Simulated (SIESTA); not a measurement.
## Bi: 7 runs along one coordinate

System: Bi (P2/m, 2 atoms in the cell).
Method: Kohn-Sham DFT of a periodic cell, PBEsol, PseudoDojo 0.4 standard, converted to PSML, no spin polarisation (SIESTA 5.4.2).

The 7 runs differ only in the geometry, by an even scaling of the cell at fixed fractional positions. The structure derives from a Materials Project entry.

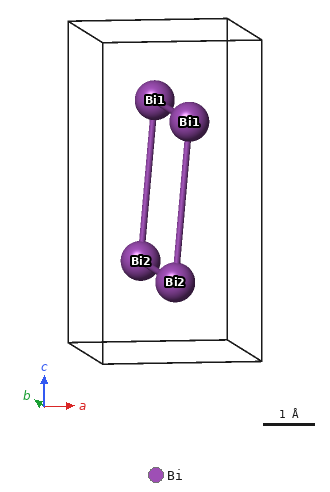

Figure 1. The structure of run 4 (ball-and-stick view of the cell of the calculation, seen slightly off an axis; atoms are numbered from 1 in the order of the input). An atom can appear more than once, as a periodic image.

### Input of run 4
```
SystemName                      Bi
SystemLabel                     Bi
NumberOfSpecies                 1
NumberOfAtoms                   2
%block ChemicalSpeciesLabel
  1  83 Bi
%endblock ChemicalSpeciesLabel

LatticeConstant                 1.0 Ang
%block LatticeVectors
     3.2383762460     0.0000000000     0.0000000000
     0.0000000000     3.2216433200     0.0000000000
    -0.0804548793     0.0000000000     6.4438887882
%endblock LatticeVectors
AtomicCoordinatesFormat         Fractional
%block AtomicCoordinatesAndAtomicSpecies
     0.5442472500     0.0000000000     0.7495778900  1  Bi
     0.4557527500     0.0000000000     0.2504221100  1  Bi
%endblock AtomicCoordinatesAndAtomicSpecies

%block kgrid.MonkhorstPack
    8   0   0  0.0
    0   8   0  0.0
    0   0   4  0.0
%endblock kgrid.MonkhorstPack
XC.Functional                   GGA
XC.Authors                      PBEsol
PAO.BasisSize                   DZP
PAO.EnergyShift                 0.003 Ry
Mesh.Cutoff                     500 Ry
OccupationFunction              FD
ElectronicTemperature           0.05 eV
MaxSCFIterations                120
SCF.MustConverge                false
SCF.Mixer.Method                Pulay
SCF.Mixer.Weight                0.25
SCF.Mixer.History               8
SCF.DM.Tolerance                5.0e-05
SCF.H.Tolerance                 1.0e-03 eV
WriteForces                     true
Charge.Mulliken                 end
%block PAO.Basis
  Bi 4
  n=6 0 2
    5.772 0.000
  n=6 1 2
    8.065 0.000
  n=5 2 2
    3.889 0.000
  n=6 2 1
    8.065
%endblock PAO.Basis
```

Command:
```bash
siesta Bi.fdf > Bi.out 2>&1
```

Lattice vectors (Å) and fractional positions of run 4:
```
   3.238376    0.000000    0.000000
   0.000000    3.221643    0.000000
  -0.080455    0.000000    6.443889
Bi  0.544247  0.000000  0.749578
Bi  0.455753  0.000000  0.250422
```

Run 2 differs from it as follows:
```diff
-     3.2383762460     0.0000000000     0.0000000000
-     0.0000000000     3.2216433200     0.0000000000
-    -0.0804548793     0.0000000000     6.4438887882
+     3.1946090396     0.0000000000     0.0000000000
+     0.0000000000     3.1781022620     0.0000000000
+    -0.0793675179     0.0000000000     6.3567985340
```

### Results, with one run withheld

```csv
run,volume per atom (Å³),"free energy per atom, from the lowest run given (meV)",pressure (GPa)
1,31.597,21.06,3.67
2,32.270,?,?
3,32.942,1.96,1.03
4,33.614,0.00,−0.06
5,34.286,2.35,−1.05
6,34.959,8.62,−1.90
7,35.631,18.22,−2.67
```

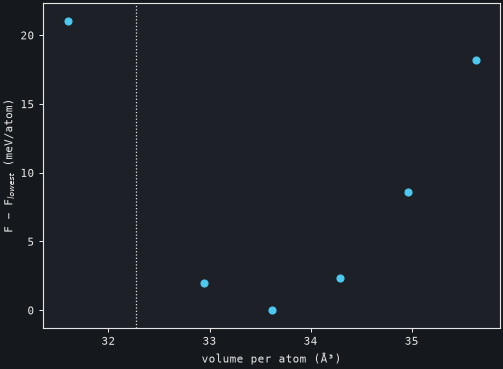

Figure 2. Free energy per atom of the runs given; the dotted line marks run 2.

Estimate the energy of run 2 from the others.

A cubic polynomial in V^(−2/3) (the Birch–Murnaghan form), fitted to the 6 runs given, misses them by at most 0.03 meV per atom. With x = V^(−2/3) − 0.09567 Å⁻², it reads F = 0.23301 − 1127.7 x + 1.3147e+06 x² + 5.9378e+06 x³ (meV per atom). At run 2 it gives 8.76 meV per atom, and the run itself gives 8.74. The slope of the fit gives a pressure −dF/dV of 2.25 GPa there, and the run prints 2.24 GPa. The fit has its minimum at 33.568 Å³ per atom, where V d²F/dV² gives 51.8 GPa. Cell shape and fractional positions are held, so this is the stiffness under even scaling; the relaxed bulk modulus wasn't computed.

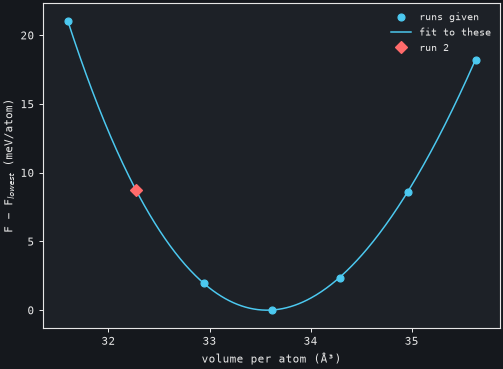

Figure 3. The fit and the withheld run.

### Some lines of the output (run 2)
```
[...]
outcell: Cell volume (Ang**3)        :     64.5393
stepf: Fermi-Dirac step function
siesta: Etot    =     -4457.916555
siesta: FreeEng =     -4457.930748
        iscf     Eharris(eV)        E_KS(eV)     FreeEng(eV)     dDmax    Ef(eV) dHmax(eV)
siesta: E_KS(eV) =            -4457.9760
siesta: E_KS - E_eggbox =     -4457.9760
siesta: Etot    =     -4457.975975
siesta: FreeEng =     -4457.990123
siesta:         Fermi =      -4.138814
siesta: Cell volume =         64.539267 Ang**3
    Orbital volume contribution        =           2.388042 eV
```

Notes: Points of doubt noted for this run: mulliken charges of long orbitals. Spin–orbit coupling is left out, which matters for Bi. With a small basis of atomic orbitals these values can differ much from converged plane-wave results.
